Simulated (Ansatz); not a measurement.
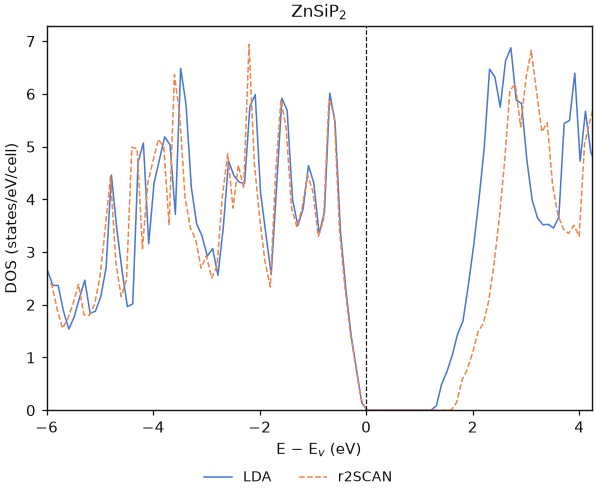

Total densities of states of ZnSiP2, space group I-42d, 8 atoms in the cell, by two methods on the same cell. Each is counted from its own valence-band top.

### How do the methods compare?

LDA gives a gap of 1.23 eV and r2SCAN gives a gap of 1.60 eV.

Settings. LDA: DFT LDA, scalar-relativistic, plane waves, PAW, no spin polarisation, 8×8×8 k mesh, 420 eV cutoff, Gaussian smearing of 0.02 eV (Ansatz 0.2.0). r2SCAN: DFT r2SCAN, scalar-relativistic, plane waves, PAW, no spin polarisation, 8×8×8 k mesh, 500 eV cutoff, Gaussian smearing of 0.02 eV (Ansatz).
